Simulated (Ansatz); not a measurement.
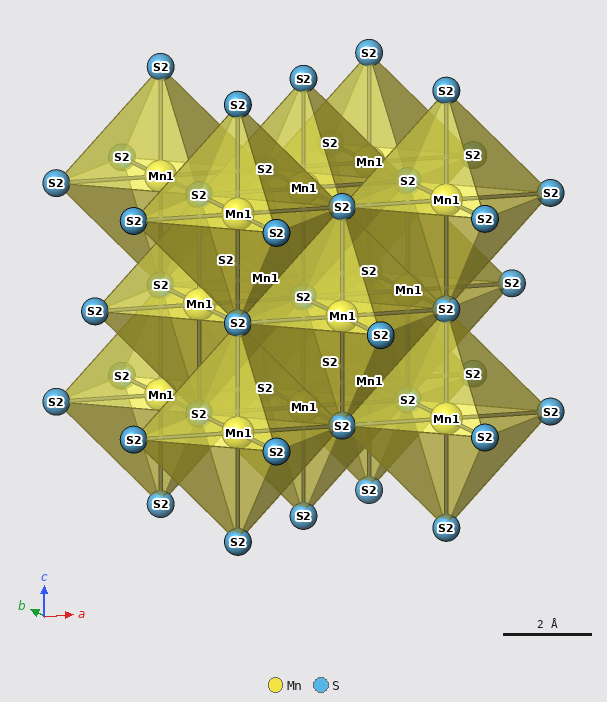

The structure as given in the input (polyhedral view of the cell 4 times as large as that of the calculation, set on its symmetry axes, seen slightly off an axis; polyhedra are completed across the faces of the cell; atoms are numbered from 1 in the order of the input).

**MnS: a changed input and its effect**

System: MnS (Fm-3m, 2 atoms in the cell).
Method of the first run: DFT r2SCAN, scalar-relativistic, plane waves, PAW, spin-polarised (Ansatz 0.2.0).

The structure derives from an entry of the Crystallography Open Database. Text and figures count atoms from 1; the logs count them from 0 in places.

## Input, the first run
```yaml
crystal:
  lattice:
    - [0.0, 2.5425828058, 2.5425828058]
    - [2.5425828058, 0.0, 2.5425828058]
    - [2.5425828058, 2.5425828058, 0.0]
  atoms:
    - { symbol: Mn, position: [0.0, 0.0, 0.0], spin: 5.0 }
    - { symbol: S, position: [0.5, 0.5, 0.5] }
basis:
  ecutwfc: 500
  ecutrho_ratio: 4
kpoints:
  mp_grid: { grid: [12, 12, 12] }
hamiltonian:
  xc: r2scan
scf:
  occupations: { method: gaussian, width: 0.05 }
output:
  forces: true
  stress: true
  eigenvalues: true
  populations: true
magnetization:
  spin_polarized: true
```

Command:
```bash
ansatz run input.yaml --threads 4 --pin off --max-ram 10240MiB --backend cpu --events-out ev --progress --plain --runs-dir out
```

Hardware: 4 threads of Arm Neoverse V1, 24 GiB of memory available, shared host.

## Output, shortened to warnings, some set-up lines, iterations and results (the first run)
```
Basis set: ecut = 500 eV, 869 PW (Γ), exchange–correlation on 108×108×108 points (64 copies of the dense FFT grid, shifted against one another)
Symmetry: 48 space group operations
k-points: 72 of 1728
Initial density: superposition of atomic densities (chi_scale 0.1, normalization cell, long waves kept (reshape's long-wave potential 0.00 eV rms))
[...]
SCF iter   1: F=—  HF=-4811.497324 eV  |F-HF|=—  |Δ(HF+E_count)|=         —  Δρ=4.78e-2 (↑4.78e-2 ↓3.33e-2)  dr2=1.55e0  dr2_τ=6.33e-3  dr2_m=3.23e-2  M=4.910 μB ∫|m|=4.910 …
SCF iter   2: F=—  HF=-4811.614375 eV  |F-HF|=—  |Δ(HF+E_count)|=   1.17e-1  Δρ=2.73e-2 (↑1.94e-2 ↓2.73e-2)  dr2=5.89e-1  dr2_τ=1.15e-2  dr2_m=6.39e-3  M=4.909 μB ∫|m|=4.909 …
SCF iter   3: F=—  HF=-4811.773588 eV  |F-HF|=—  |Δ(HF+E_count)|=   1.59e-1  Δρ=8.25e-3 (↑7.71e-3 ↓8.25e-3)  dr2=6.18e-2  dr2_τ=7.78e-4  dr2_m=2.25e-3  M=4.894 μB ∫|m|=4.894 …
SCF iter   4: F=—  HF=-4811.776575 eV  |F-HF|=—  |Δ(HF+E_count)|=         —  Δρ=5.32e-3 (↑5.19e-3 ↓5.32e-3)  dr2=2.57e-2  dr2_τ=3.96e-4  dr2_m=5.56e-4  M=4.858 μB ∫|m|=4.858 …
SCF iter   5: F=—  HF=-4811.782156 eV  |F-HF|=—  |Δ(HF+E_count)|=   5.58e-3  Δρ=4.00e-3 (↑3.92e-3 ↓4.00e-3)  dr2=1.74e-2  dr2_τ=1.80e-4  dr2_m=1.66e-5  M=4.860 μB ∫|m|=4.860 …
[... 7 lines ...]
SCF iter  13: F=—  HF=-4811.801940 eV  |F-HF|=—  |Δ(HF+E_count)|=   6.10e-6  Δρ=2.66e-5 (↑2.21e-5 ↓2.66e-5)  dr2=4.21e-7  dr2_τ=1.13e-8  dr2_m=1.17e-8  M=4.879 μB ∫|m|=4.879 …
SCF iter  14: F=—  HF=-4811.801943 eV  |F-HF|=—  |Δ(HF+E_count)|=   2.27e-6  Δρ=5.64e-6 (↑5.64e-6 ↓4.87e-6)  dr2=1.02e-8  dr2_τ=8.18e-10  dr2_m=1.81e-9  M=4.878 μB ∫|m|=4.878 …
SCF iter  15: F=—  HF=-4811.801943 eV  |F-HF|=—  |Δ(HF+E_count)|=   7.10e-8  Δρ=3.25e-6 (↑3.25e-6 ↓2.77e-6)  dr2=3.96e-9  dr2_τ=1.22e-10  dr2_m=4.25e-10  M=4.878 μB …
SCF iter  16: F=-4811.801943 eV  HF=-4811.801943 eV  |F-HF|=3.71e-9  |Δ(HF+E_count)|=   2.22e-7  Δρ=3.62e-6 (↑3.62e-6 ↓3.40e-6)  dr2=9.38e-9  dr2_τ=1.69e-10  dr2_m=1.89e-9  …
SCF 1 converged in 16 iterations: F = -4811.801943 eV  dr2 = 9.38e-9
this state was not tested for a lower state beside it, because the mixer in use, unlike msr1, does not test its closes by its own steps (another_mixer; see scf.mixing.algorithm and scf.lower_state_search)
SCF converged after 16 iterations
Magnetization: 4.8785 μB (12.9392 up, 8.0608 down)
Absolute magnetization: 4.8785 μB (∫|ρ↑−ρ↓|, with the PAW one-centre terms)
Spin contamination: 0.0235 ħ² per cell (⟨S²⟩ above its minimum at these occupations)
Per-site moments (μB) at R_I (Å): [(4.338076971606776, 1.0488154073925), (0.18196850185075208, 1.0488154073925)]
Free energy (F): -4811.801943 eV
Harris-Foulkes:  -4811.801943 eV  (|F-HF|=3.71e-9)
Internal energy: -4811.801314 eV  (E = F + TS)
E sigma→0 (E₀):  -4811.801628 eV
Entropy (-TS):   -0.000629 eV (-0.315 meV/atom)
Fermi energy:    11.548474 eV
--- Per-component energies (eV) ---
  E_band       = -298.171859
  E_kinetic    = 408.384474
  E_local      = -2387.165167  (includes V_loc(G=0)·N_el)
  E_nonlocal   = 283.839119
  E_hartree    = 983.787546
  E_xc         = -200.007080
  E_vxc        = -253.293534  (∫ρ·V_xc dr)
  E_paw        = -1928.252672  (= ΣΔE_a)
  E_vpaw       = -332.574824  (= ΣTr[D̂ρ^β])
  E_aug_tail   = -0.000003  (compensation charges beyond the density's cutoff)
  E_vtau       = 15.062904  (kinetic-family band-sum trace: ∫τ·v_τ [+ j·A + Jᵃ·Aᵃ] dr)
  E_ewald      = -1971.994721
  E_core_change = -0.392810  (= ΣΔE_core)
  E_smearing   = -0.000629  (= −TS)
  E_closure    = 0.000000  (closes the sum)
  Σ components = -4811.801943   (vs F -4811.801943, Δ=0.00e0)
--- Forces (eV/Å), atoms counted from 1 ---
  atom   1  Mn    -0.00000000    -0.00000000     0.00000000
  atom   2  S      0.00000000    -0.00000000     0.00000000
  max |Σ_I F_I| component: 5.98e-30 eV/Å
--- Stress (GPa, compression-positive) ---
        6.281706      -0.000000      -0.000000
        0.000000       6.281706      -0.000000
        0.000000       0.000000       6.281706
  P = ⅓ Tr σ = 6.2817 GPa (62.817 kbar)
--- Löwdin populations: 2 sites ---
  site symbol       q [e]    m [muB]
     0     Mn     13.9088     4.5787
     1      S      6.9480     0.2625
  spilling = 0.006819 (of n_electrons = 21.000000)
```

The input of the second run differs as follows (lines with − go, lines with + come):
```diff
-    - [0.0, 2.5425828058, 2.5425828058]
-    - [2.5425828058, 0.0, 2.5425828058]
-    - [2.5425828058, 2.5425828058, 0.0]
+    - [0.0, 2.5775913615, 2.5775913615]
+    - [2.5775913615, 0.0, 2.5775913615]
+    - [2.5775913615, 2.5775913615, 0.0]
-    - { symbol: Mn, position: [0.0, 0.0, 0.0], spin: 5.0 }
+    - { symbol: Mn, position: [0.0, 0.0, 0.0], spin: 4.77 }
```

How does the second run compare with the first run?

With the same functional and potentials, the second run lies 19.4 meV per atom lower. The net moment of the cell goes from 4.88 to 4.95 μB. The pressure goes from 6.28 to 2.96 GPa. The volume per atom goes from 16.44 to 17.13 Å³. The SCF takes 17 iterations against 16. The plane waves at Γ go from 869 to 893.

## Output, shortened to warnings, some set-up lines, iterations and results (the second run)
```
Basis set: ecut = 500 eV, 893 PW (Γ), exchange–correlation on 108×108×108 points (64 copies of the dense FFT grid, shifted against one another)
Symmetry: 48 space group operations
k-points: 72 of 1728
Initial density: superposition of atomic densities (chi_scale 0.1, normalization cell, long waves kept (reshape's long-wave potential 0.00 eV rms))
[...]
SCF iter   1: F=—  HF=-4811.644435 eV  |F-HF|=—  |Δ(HF+E_count)|=         —  Δρ=5.91e-2 (↑5.91e-2 ↓2.26e-2)  dr2=1.63e0  dr2_τ=5.15e-3  dr2_m=1.32e-1  M=4.903 μB ∫|m|=4.903 …
SCF iter   2: F=—  HF=-4811.673151 eV  |F-HF|=—  |Δ(HF+E_count)|=   2.87e-2  Δρ=2.58e-2 (↑1.99e-2 ↓2.58e-2)  dr2=5.93e-1  dr2_τ=1.14e-2  dr2_m=4.06e-3  M=4.929 μB ∫|m|=4.929 …
SCF iter   3: F=—  HF=-4811.813340 eV  |F-HF|=—  |Δ(HF+E_count)|=   1.40e-1  Δρ=9.80e-3 (↑8.19e-3 ↓9.80e-3)  dr2=9.93e-2  dr2_τ=1.16e-3  dr2_m=1.37e-3  M=4.945 μB ∫|m|=4.945 …
SCF iter   4: F=—  HF=-4811.814601 eV  |F-HF|=—  |Δ(HF+E_count)|=         —  Δρ=5.20e-3 (↑5.13e-3 ↓5.20e-3)  dr2=2.52e-2  dr2_τ=4.45e-4  dr2_m=4.59e-4  M=4.920 μB ∫|m|=4.920 …
SCF iter   5: F=—  HF=-4811.820800 eV  |F-HF|=—  |Δ(HF+E_count)|=   6.20e-3  Δρ=3.97e-3 (↑3.89e-3 ↓3.97e-3)  dr2=1.72e-2  dr2_τ=2.01e-4  dr2_m=4.76e-5  M=4.923 μB ∫|m|=4.923 …
[... 8 lines ...]
SCF iter  14: F=—  HF=-4811.840654 eV  |F-HF|=—  |Δ(HF+E_count)|=   3.62e-6  Δρ=1.56e-5 (↑6.20e-6 ↓1.56e-5)  dr2=2.38e-7  dr2_τ=1.58e-9  dr2_m=1.05e-8  M=4.947 μB ∫|m|=4.947 …
SCF iter  15: F=—  HF=-4811.840654 eV  |F-HF|=—  |Δ(HF+E_count)|=   1.10e-7  Δρ=4.28e-6 (↑4.28e-6 ↓2.88e-6)  dr2=5.91e-9  dr2_τ=1.75e-10  dr2_m=7.99e-10  M=4.947 μB …
SCF iter  16: F=—  HF=-4811.840655 eV  |F-HF|=—  |Δ(HF+E_count)|=   1.91e-7  Δρ=4.12e-6 (↑4.12e-6 ↓2.86e-6)  dr2=5.54e-9  dr2_τ=1.05e-10  dr2_m=1.71e-9  M=4.947 μB ∫|m|=4.947 …
SCF iter  17: F=-4811.840655 eV  HF=-4811.840655 eV  |F-HF|=4.36e-10  |Δ(HF+E_count)|=   1.74e-7  Δρ=1.95e-6 (↑1.95e-6 ↓7.38e-7)  dr2=9.61e-10  dr2_τ=1.47e-11  dr2_m=2.84e-10 …
SCF 1 converged in 17 iterations: F = -4811.840655 eV  dr2 = 9.61e-10
this state was not tested for a lower state beside it, because the mixer in use, unlike msr1, does not test its closes by its own steps (another_mixer; see scf.mixing.algorithm and scf.lower_state_search)
SCF converged after 17 iterations
Magnetization: 4.9472 μB (12.9736 up, 8.0264 down)
Absolute magnetization: 4.9472 μB (∫|ρ↑−ρ↓|, with the PAW one-centre terms)
Spin contamination: 0.0164 ħ² per cell (⟨S²⟩ above its minimum at these occupations)
Per-site moments (μB) at R_I (Å): [(4.407779611279838, 1.06325643661875), (0.18599439866281545, 1.06325643661875)]
Free energy (F): -4811.840655 eV
Harris-Foulkes:  -4811.840655 eV  (|F-HF|=4.36e-10)
Internal energy: -4811.839925 eV  (E = F + TS)
E sigma→0 (E₀):  -4811.840290 eV
Entropy (-TS):   -0.000729 eV (-0.365 meV/atom)
Fermi energy:    10.840858 eV
--- Per-component energies (eV) ---
  E_band       = -310.302726
  E_kinetic    = 407.036919
  E_local      = -2427.916098  (includes V_loc(G=0)·N_el)
  E_nonlocal   = 284.161850
  E_hartree    = 998.457626
  E_xc         = -199.435397
  E_vxc        = -252.492220  (∫ρ·V_xc dr)
  E_paw        = -1928.540702  (= ΣΔE_a)
  E_vpaw       = -333.062846  (= ΣTr[D̂ρ^β])
  E_aug_tail   = -0.000003  (compensation charges beyond the density's cutoff)
  E_vtau       = 15.055865  (kinetic-family band-sum trace: ∫τ·v_τ [+ j·A + Jᵃ·Aᵃ] dr)
  E_ewald      = -1945.211310
  E_core_change = -0.392810  (= ΣΔE_core)
  E_smearing   = -0.000729  (= −TS)
  E_closure    = -0.000000  (closes the sum)
  Σ components = -4811.840655   (vs F -4811.840655, Δ=0.00e0)
--- Forces (eV/Å), atoms counted from 1 ---
  atom   1  Mn    -0.00000000     0.00000000     0.00000000
  atom   2  S      0.00000000    -0.00000000    -0.00000000
  max |Σ_I F_I| component: 4.47e-30 eV/Å
--- Stress (GPa, compression-positive) ---
        2.964619       0.000000       0.000000
        0.000000       2.964619       0.000000
        0.000000       0.000000       2.964619
  P = ⅓ Tr σ = 2.9646 GPa (29.646 kbar)
--- Löwdin populations: 2 sites ---
  site symbol       q [e]    m [muB]
     0     Mn     13.8798     4.6443
     1      S      6.9836     0.2639
  spilling = 0.006504 (of n_electrons = 21.000000)
```

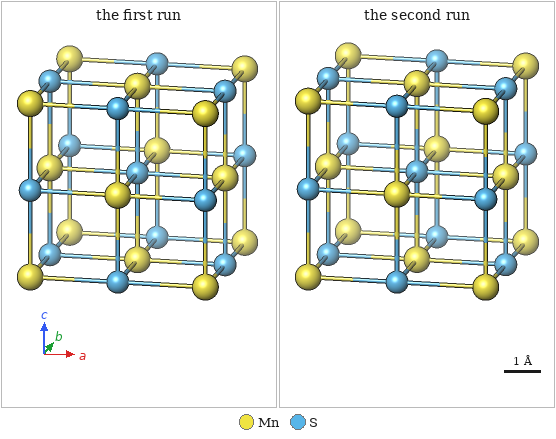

The two input geometries at one scale (ball-and-stick view of the cell 4 times as large as that of the calculation, set on its symmetry axes, seen slightly off an axis). The atoms keep their places relative to the cell (all moves are under 0.005 Å). The drawn cell changes as follows: a = b = c 5.085 → 5.155 Å (+1.4 %); the volume changes by +4.2 %. Among the contacts that change: Mn–S 2.543 → 2.578 Å.

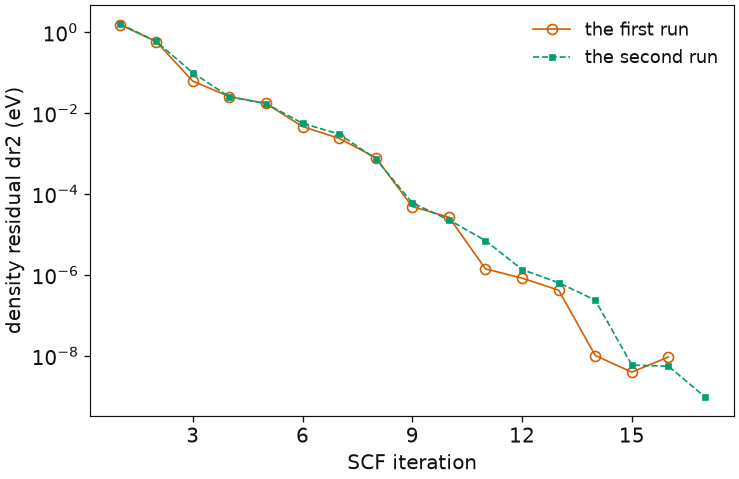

Convergence of the two runs: density residual dr2 against the SCF iteration. The first run takes 16 iterations in all, and the second run takes 17.

## The two runs side by side

| quantity | the first run | the second run |
| --- | --- | --- |
| outcome | converged | converged |
| free energy per atom (eV) | −2405.9010 | −2405.9203 |
| gap on the mesh (eV) | 0.00 | 0.00 |
| net moment of the cell (μB) | 4.88 | 4.95 |
| absolute moment of the cell (μB) | 4.88 | 4.95 |
| pressure (GPa) | 6.28 | 2.96 |
| volume per atom (Å³) | 16.44 | 17.13 |
| largest force (eV/Å) | 0.000 | 0.000 |
| SCF iterations | 16 | 17 |
| irreducible k-points | 72 | 72 |
| plane waves at Γ | 869 | 893 |
| wall time (shared host) | 5.5 s | 5.9 s |

For both runs: Warnings: the state was not tested for a lower one. For the first run: The cell is under a pressure of 6.3 GPa at this level, so it is not at its equilibrium volume.
